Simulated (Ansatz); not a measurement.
## Run report: FeCo, geometry relaxation (part 2 of 2)

Continued. System: FeCo (Pm-3m, 2 atoms in the cell). Method: DFT PBEsol, scalar-relativistic, plane waves, PAW, spin-polarised (Ansatz 0.2.0); cutoff 420 eV, 8×8×8 k-mesh, Gaussian smearing of 0.1 eV, collinear spins. The structure derives from an entry of the Crystallography Open Database.

Geometry of the input (Å; fractional positions):
```
2.8570  0.0000  0.0000
0.0000  2.8570  0.0000
0.0000  0.0000  2.8570
Fe 0.5000  0.5000  0.5000
Co 0.0000  0.0000  0.0000
```

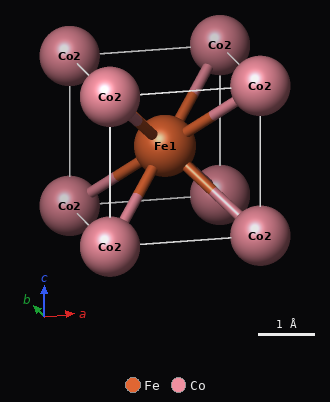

The geometry at step 2 of the log (ball-and-stick view of the cell of the calculation, seen slightly off an axis; atoms are numbered from 1 in the order of the input).

**What the program printed, continued**
```
SCF iter   1: F=—  HF=-9541.901185 eV  |F-HF|=—  |Δ(HF+E_count)|=         —  Δρ=5.89e-3 (↑5.89e-3 ↓2.96e-3)  dr2=9.55e-3  dr2_m=1.06e-3  M=4.552 μB ∫|m|=4.729 μB  β_m=0.65  ethr=2.98e-5  ⟨swp⟩=1.0  Hψ=8082  notcnv=0
preconditioner: auto → none  [metal: Δε(μ)=0.027 eV  Ē_g=10.584 eV  σ=0.100 eV  W_gap=0.15  n_scr=0 (ndim 8)  ℏωp=32.6 eV  f_vac=0.000  D(μ)=1.37/eV (n_scr^D=18)]
SCF iter   2: F=—  HF=-9541.901124 eV  |F-HF|=—  |Δ(HF+E_count)|=   6.08e-5  Δρ=5.90e-3 (↑5.90e-3 ↓4.66e-3)  dr2=1.25e-2  dr2_m=1.00e-4  M=4.559 μB ∫|m|=4.738 μB  β_m=0.29  ethr=2.89e-5  ⟨swp⟩=2.0  Hψ=3358  notcnv=0
SCF iter   3: F=—  HF=-9541.897774 eV  |F-HF|=—  |Δ(HF+E_count)|=   3.35e-3  Δρ=1.20e-3 (↑7.86e-4 ↓1.20e-3)  dr2=1.42e-4  dr2_m=1.02e-4  M=4.554 μB ∫|m|=4.732 μB  β_m=0.59  ethr=2.89e-5  ⟨swp⟩=2.3  Hψ=2890  notcnv=0  defer=3
SCF iter   4: F=—  HF=-9541.899411 eV  |F-HF|=—  |Δ(HF+E_count)|=   1.64e-3  Δρ=8.08e-4 (↑7.12e-4 ↓8.08e-4)  dr2=2.06e-4  dr2_m=3.97e-5  M=4.549 μB ∫|m|=4.727 μB  β_m=0.61  ethr=4.31e-7  ⟨swp⟩=2.0  Hψ=2988  notcnv=0  defer=8
SCF iter   5: F=—  HF=-9541.899802 eV  |F-HF|=—  |Δ(HF+E_count)|=   3.91e-4  Δρ=5.15e-4 (↑2.82e-4 ↓5.15e-4)  dr2=8.53e-5  dr2_m=1.01e-5  M=4.547 μB ∫|m|=4.725 μB  β_m=0.69  ethr=4.31e-7  ⟨swp⟩=2.0  Hψ=2827  notcnv=0  defer=8
SCF iter   6: F=—  HF=-9541.899997 eV  |F-HF|=—  |Δ(HF+E_count)|=   1.96e-4  Δρ=1.50e-4 (↑1.50e-4 ↓5.34e-5)  dr2=4.14e-6  dr2_m=9.91e-7  M=4.544 μB ∫|m|=4.721 μB  β_m=0.80  ethr=2.58e-7  ⟨swp⟩=2.0  Hψ=2791  notcnv=0  defer=9
SCF iter   7: F=—  HF=-9541.899999 eV  |F-HF|=—  |Δ(HF+E_count)|=   1.84e-6  Δρ=9.49e-5 (↑9.49e-5 ↓7.63e-5)  dr2=3.49e-6  dr2_m=8.26e-8  M=4.544 μB ∫|m|=4.721 μB  β_m=0.90  ethr=1.25e-8  ⟨swp⟩=1.2  Hψ=1829  notcnv=0  defer=9
SCF iter   8: F=—  HF=-9541.900001 eV  |F-HF|=—  |Δ(HF+E_count)|=   2.09e-6  Δρ=2.03e-5 (↑1.70e-5 ↓2.03e-5)  dr2=1.51e-7  dr2_m=1.40e-8  M=4.544 μB ∫|m|=4.721 μB  β_m=0.95  ethr=1.06e-8  ⟨swp⟩=2.2  Hψ=2382  notcnv=0  defer=9
SCF iter   9: F=—  HF=-9541.900001 eV  |F-HF|=—  |Δ(HF+E_count)|=   1.61e-7  Δρ=7.89e-6 (↑2.66e-6 ↓7.89e-6)  dr2=1.09e-8  dr2_m=3.75e-9  M=4.544 μB ∫|m|=4.721 μB  β_m=0.98  ethr=4.57e-10  ⟨swp⟩=2.1  Hψ=2808  notcnv=0  defer=9
SCF iter  10: F=-9541.900001 eV  HF=-9541.900001 eV  |F-HF|=4.53e-8  |Δ(HF+E_count)|=   2.67e-8  Δρ=1.38e-5 (↑3.96e-6 ↓1.38e-5)  dr2=5.25e-8  dr2_m=5.88e-9  M=4.544 μB ∫|m|=4.721 μB  ethr=3.30e-11  ⟨swp⟩=3.1  Hψ=5505  notcnv=0
SCF 3 converged in 10 iterations: F = -9541.900001 eV  dr2 = 5.25e-8
relax step   3: F+E_penalty+E_count = -9541.90000128 eV  Δ(F+E_penalty+E_count) = -6.253e-3 eV  max|allowed force component| = 9.664e-30 eV/Å  Δτ_max = 0.0000 Å  P = +0.459 GPa  Ω = 22.006 Å³  energy of the carried Pulay correction = +1.254e-3 eV  (10 SCF iters, dr2 threshold 2.00e-7 eV, accepted)
Initial wavefunctions: pseudopotential atomic-orbital guess (no wavefunctions were taken with the density)
iter 1 solved again at ethr=2.81e-8 eV; its pass at ethr=3.10e-3 eV (dr2=9.27e-6 eV) is discarded
SCF iter   1: F=—  HF=-9541.899007 eV  |F-HF|=—  |Δ(HF+E_count)|=         —  Δρ=2.32e-4 (↑1.46e-4 ↓2.32e-4)  dr2=9.04e-6  dr2_m=5.61e-7  M=4.544 μB ∫|m|=4.721 μB  β_m=0.65  ethr=2.81e-8  ⟨swp⟩=3.1  Hψ=11540  notcnv=0
preconditioner: auto → none  [metal: Δε(μ)=0.025 eV  Ē_g=10.606 eV  σ=0.100 eV  W_gap=0.14  n_scr=0 (ndim 8)  ℏωp=32.6 eV  f_vac=0.000  D(μ)=1.45/eV (n_scr^D=18)]
SCF iter   2: F=—  HF=-9541.899004 eV  |F-HF|=—  |Δ(HF+E_count)|=   2.52e-6  Δρ=1.08e-4 (↑1.08e-4 ↓5.48e-5)  dr2=3.65e-6  dr2_m=2.40e-7  M=4.544 μB ∫|m|=4.721 μB  β_m=0.46  ethr=2.74e-8  ⟨swp⟩=2.0  Hψ=2794  notcnv=0
SCF iter   3: F=—  HF=-9541.899004 eV  |F-HF|=—  |Δ(HF+E_count)|=   2.51e-9  Δρ=6.66e-5 (↑6.66e-5 ↓6.61e-5)  dr2=1.34e-6  dr2_m=1.73e-8  M=4.544 μB ∫|m|=4.721 μB  β_m=0.44  ethr=1.11e-8  ⟨swp⟩=2.0  Hψ=2829  notcnv=0
SCF iter   4: F=—  HF=-9541.899004 eV  |F-HF|=—  |Δ(HF+E_count)|=   2.32e-7  Δρ=1.38e-5 (↑1.38e-5 ↓1.15e-5)  dr2=2.10e-8  dr2_m=1.26e-8  M=4.544 μB ∫|m|=4.721 μB  β_m=0.72  ethr=4.06e-9  ⟨swp⟩=1.7  Hψ=2187  notcnv=0
SCF iter   5: F=—  HF=-9541.899005 eV  |F-HF|=—  |Δ(HF+E_count)|=   2.76e-7  Δρ=1.90e-5 (↑1.90e-5 ↓1.33e-5)  dr2=6.01e-8  dr2_m=3.08e-8  M=4.544 μB ∫|m|=4.721 μB  β_m=0.72  ethr=6.38e-11  ⟨swp⟩=2.0  Hψ=2848  notcnv=0
SCF iter   6: F=—  HF=-9541.899005 eV  |F-HF|=—  |Δ(HF+E_count)|=   6.76e-8  Δρ=7.17e-6 (↑7.17e-6 ↓6.62e-6)  dr2=4.10e-9  dr2_m=8.29e-9  M=4.544 μB ∫|m|=4.721 μB  β_m=0.82  ethr=6.38e-11  ⟨swp⟩=2.0  Hψ=2851  notcnv=0
SCF iter   7: F=—  HF=-9541.899005 eV  |F-HF|=—  |Δ(HF+E_count)|=   1.39e-8  Δρ=4.96e-6 (↑4.10e-6 ↓4.96e-6)  dr2=1.01e-8  dr2_m=8.91e-11  M=4.544 μB ∫|m|=4.721 μB  β_m=0.78  ethr=1.24e-11  ⟨swp⟩=2.5  Hψ=2928  notcnv=0
SCF iter   8: F=—  HF=-9541.899005 eV  |F-HF|=—  |Δ(HF+E_count)|=   2.17e-9  Δρ=1.64e-6 (↑9.56e-7 ↓1.64e-6)  dr2=8.78e-10  dr2_m=2.61e-11  M=4.544 μB ∫|m|=4.721 μB  β_m=0.89  ethr=1.24e-11  ⟨swp⟩=2.0  Hψ=2831  notcnv=0
SCF iter   9: F=—  HF=-9541.899005 eV  |F-HF|=—  |Δ(HF+E_count)|=  7.13e-10  Δρ=4.50e-7 (↑1.17e-7 ↓4.50e-7)  dr2=5.09e-11  dr2_m=6.40e-12  M=4.544 μB ∫|m|=4.721 μB  β_m=0.88  ethr=2.66e-12  ⟨swp⟩=2.4  Hψ=2850  notcnv=0
SCF iter  10: F=-9541.899005 eV  HF=-9541.899005 eV  |F-HF|=9.46e-11  |Δ(HF+E_count)|=  2.91e-11  Δρ=6.32e-7 (↑9.46e-8 ↓6.32e-7)  dr2=1.06e-10  dr2_m=1.47e-11  M=4.544 μB ∫|m|=4.721 μB  ethr=1.00e-12  ⟨swp⟩=2.0  Hψ=4830  notcnv=0
SCF 4 converged in 10 iterations: F = -9541.899005 eV  dr2 = 1.06e-10
relax step   4: F+E_penalty+E_count = -9541.89900459 eV  Δ(F+E_penalty+E_count) = +9.967e-4 eV  max|allowed force component| = 4.404e-30 eV/Å  Δτ_max = 0.0000 Å  P = +0.417 GPa  Ω = 22.006 Å³  stress off target by 4.17e-1 GPa  SCF on the basis re-selected at this cell (its energy is not comparable with the rows above)  (10 SCF iters)
basis re-selected at this cell: Δ(F+E_penalty+E_count) = +9.967e-4 eV, ΔP = -0.042 GPa vs the last step (what re-selecting the basis moved, of the pressure what is left beyond the Pulay correction that the steps carried, after the strain that the cell walked since its last selection, with what the two solves' SCF thresholds leave and, on support functions, any second-order correction that the steps lacked; it is no measure of the basis error at this ecutwfc). This SCF's stress stands 4.17e-1 GPa from its target on what of the cell is left free (relax.cell.stress_tol is 5.00e-1 GPa) and its largest allowed force component is 4.40e-30 eV/Å (relax.f_tol is 5.00e-2 eV/Å): within both
SCF converged after 10 iterations
Magnetization: 4.5443 μB (18.7721 up, 14.2279 down)
Absolute magnetization: 4.7212 μB (∫|ρ↑−ρ↓|, with the PAW one-centre terms)
Spin contamination: 0.0597 ħ² per cell (⟨S²⟩ above its minimum at these occupations)
Per-site moments (μB) at R_I (Å): [(2.772591386407481, 1.0010793746330886), (1.8229865854586567, 1.0010793746330886)]
Free energy (F): -9541.899005 eV
Harris-Foulkes:  -9541.899005 eV  (|F-HF|=9.46e-11)
Internal energy: -9541.891760 eV  (E = F + TS)
E sigma→0 (E₀):  -9541.895382 eV
Entropy (-TS):   -0.007244 eV (-3.622 meV/atom)
Fermi energy:    19.130976 eV
--- Per-component energies (eV) ---
  E_band       = -452.707028
  E_kinetic    = 803.413154
  E_local      = -4879.315487  (includes V_loc(G=0)·N_el)
  E_nonlocal   = 676.752249
  E_hartree    = 2043.621878
  E_xc         = -274.949648
  E_vxc        = -356.044804  (∫ρ·V_xc dr)
  E_paw        = -2818.020356  (= ΣΔE_a)
  E_vpaw       = -784.757052  (= ΣTr[D̂ρ^β])
  E_aug_tail   = 0.000958  (compensation charges beyond the density's cutoff)
  E_ewald      = -5093.762130
  E_core_change = 0.367621  (= ΣΔE_core)
  E_smearing   = -0.007244  (= −TS)
  E_closure    = 0.000000  (closes the sum)
  Σ components = -9541.899005   (vs F -9541.899005, Δ=0.00e0)
--- Forces (eV/Å), atoms counted from 1 ---
  atom   1  Fe    -0.00000000    -0.00000000     0.00000000
  atom   2  Co    -0.00000000     0.00000000    -0.00000000
  max |Σ_I F_I| component: 8.02e-30 eV/Å
--- Stress (GPa, compression-positive) ---
        0.417426      -0.000000       0.000000
       -0.000000       0.417426       0.000000
        0.000000       0.000000       0.417426
  P = ⅓ Tr σ = 0.4174 GPa (4.174 kbar)
--- Band table (eV; the first three rows and the last of 70) ---
  k-point 0 ↑: bands = ["-77.0347", "-69.4886", "-40.4084", "-40.4084", "-40.4084", "-35.6175", "-35.6175", "-35.6175", "9.7002", "13.4953", "13.4953", "15.9796", "15.9796", "15.9796", "17.2113", "17.2113", "18.3681", "18.3681", "18.3681", "28.3614", "28.3614", "28.3614", "34.1795", "34.1795"]
  k-point 1 ↑: bands = ["-77.0341", "-69.4877", "-40.4148", "-40.4073", "-40.4073", "-35.6290", "-35.6174", "-35.6174", "10.0283", "13.6305", "13.6320", "15.9786", "15.9786", "16.0667", "17.0699", "17.2667", "18.1116", "18.1116", "18.2736", "26.3888", "28.9644", "28.9644", "34.2742", "35.4602"]
  k-point 2 ↑: bands = ["-77.0326", "-69.4857", "-40.4303", "-40.4048", "-40.4048", "-35.6568", "-35.6169", "-35.6169", "10.9642", "13.9394", "14.0248", "16.0047", "16.0047", "16.3166", "16.6648", "17.4241", "17.5238", "17.5238", "18.0060", "23.1815", "30.5791", "30.5791", "34.5774", "36.5012"]
  k-point 34 ↓: bands = ["-74.8098", "-66.2435", "-38.2887", "-38.2887", "-38.2887", "-32.5366", "-32.5366", "-32.5366", "16.3915", "16.3915", "16.3915", "16.7646", "16.7646", "16.7646", "19.7420", "19.7420", "20.7413", "20.7413", "27.9021", "27.9021", "27.9021", "28.2561", "28.2561", "28.2561"]
--- Relaxed structure (3 steps of the walk, 3 accepted, 1 SCFs on fresh bases) ---
  F+E_penalty+E_count = -9541.89900459 eV   max|allowed force component| = 4.404e-30 eV/Å   (the final SCF, on the basis selected at the relaxed cell)
  cell:  # Å, volume = 22.0060 Å³
    - [2.8022954978162224, -3.851859888774472e-34, -1.6049416203226964e-34]
    - [-3.851859888774472e-34, 2.8022954978162224, 6.419766481290786e-35]
    - [-1.6049416203226964e-34, 6.419766481290786e-35, 2.8022954978162224]
  atoms:
    - { symbol: Fe, position: [0.5, 0.5, 0.5] }
    - { symbol: Co, position: [-1.4043941374279238e-36, 5.266478015584626e-37, 1.7554926719637253e-37] }
--- Löwdin populations: 2 sites ---
  site symbol       q [e]    m [muB]
     0     Fe     15.7487     2.8448
     1     Co     16.7609     1.8158
  spilling = 0.014862 (of n_electrons = 33.000000)
```

**File populations.tsv**
```
# site	symbol	l	j	q_up	q_dn
# orbitals = lowdin
# n_electrons = 33.000000
# spilling = 0.014862
0	Fe	0_3S	-	0.993112	0.993518
0	Fe	0_4S	-	0.484010	0.484892
0	Fe	1_3P	-	2.998662	2.998301
0	Fe	2_3D	-	4.820930	1.975243
1	Co	0_3S	-	0.993153	0.993122
1	Co	0_4S	-	0.476054	0.487328
1	Co	1_3P	-	2.998838	2.997967
1	Co	2_3D	-	4.820274	2.994142
```

**Trajectory as extended XYZ (Å, eV, eV/Å), 4 frames, from step=1 to step=4**
```
2
Lattice="2.8570 0.0000 0.0000 0.0000 2.8570 0.0000 0.0000 0.0000 2.8570" Properties=species:S:1:pos:R:3:forces:R:3 step=1 energy=-9541.85396 pressure_GPa=-10.79
Fe    1.4285    1.4285    1.4285    0.0000   0.0000   0.0000
Co    0.0000    0.0000    0.0000    0.0000   0.0000   0.0000
2
Lattice="2.8228 0.0000 0.0000 0.0000 2.8228 0.0000 0.0000 0.0000 2.8228" Properties=species:S:1:pos:R:3:forces:R:3 step=2 energy=-9541.89375 pressure_GPa=-4.15
Fe    1.4114    1.4114    1.4114    0.0000   0.0000   0.0000
Co    0.0000    0.0000    0.0000    0.0000   0.0000   0.0000
2
Lattice="2.8023 0.0000 0.0000 0.0000 2.8023 0.0000 0.0000 0.0000 2.8023" Properties=species:S:1:pos:R:3:forces:R:3 step=3 energy=-9541.90000 pressure_GPa=0.46
Fe    1.4011    1.4011    1.4011    0.0000   0.0000   0.0000
Co    0.0000    0.0000    0.0000    0.0000   0.0000   0.0000
2
Lattice="2.8023 0.0000 0.0000 0.0000 2.8023 0.0000 0.0000 0.0000 2.8023" Properties=species:S:1:pos:R:3:forces:R:3 step=4 energy=-9541.89900 pressure_GPa=0.42
Fe    1.4011    1.4011    1.4011    0.0000   0.0000   0.0000
Co    0.0000    0.0000    0.0000    0.0000   0.0000   0.0000
```

**Results in brief**

```tsv
quantity	value
outcome	converged
space group (tolerance 0.01 Å)	Pm-3m (221)
electrons treated	33
free energy	−9541.8990 eV
Fermi energy	19.131 eV
gap on the k-point mesh	none (metallic)
net moment of the cell	4.54 μB
integrated absolute moment	4.72 μB
pressure	0.42 GPa
final volume	22.01 Å³
largest force (length of the vector) at the end	under 0.001 eV/Å
final cell	a = 2.802 Å, b = 2.802 Å, c = 2.802 Å, α = 90.00°, β = 90.00°, γ = 90.00°
hardware	2 threads of Intel Xeon (Granite Rapids), 32 GiB of memory available, shared host
wall time	5.3 s (CPU time 9.5 s)
peak memory	0.39 GiB
```
